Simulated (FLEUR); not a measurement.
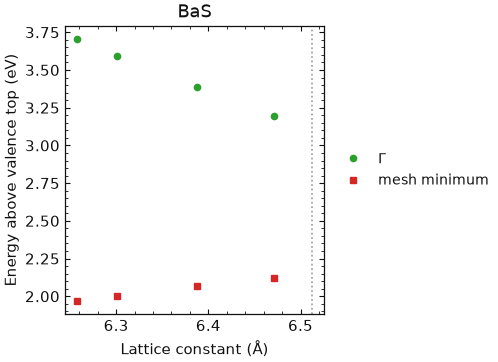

Lowest conduction level at Γ, counted from the valence-band top at Γ, and the lowest one over the whole k mesh (the mesh minimum, which lies off that point). One run is left out (dotted line).

System: rocksalt BaS, space group Fm-3m (No. 225), 2 atoms in the primitive cell. The cell is scaled uniformly. Computed with FLEUR MaX-R8.1 (later development tree): LDA, all-electron, no spin polarisation, no spin-orbit coupling, 7×7×7 k mesh, Fermi-Dirac smearing of 0.05 eV.

```csv
cell,Γ (eV),mesh minimum (eV)
a = 6.257 Å,3.71,1.97
a = 6.301 Å,3.60,2.00
a = 6.388 Å,3.39,2.07
a = 6.472 Å,3.19,2.12
```

Q: Fill in the row for a = 6.513 Å.

A: Fits through the other points against the logarithm of the volume give 3.09 eV at Γ and 2.15 eV at the mesh minimum (straight lines). The run itself gives 3.10 and 2.15 eV, within 0.01 eV of the estimates.

Q: What are the deformation potentials dE/d ln V?

A: Straight lines against ln V have slopes of −5.0 eV at Γ and +1.5 eV at the mesh minimum.

Spin-orbit coupling is left out, which matters for Ba. LDA, GGA and most meta-GGA functionals understate gaps.
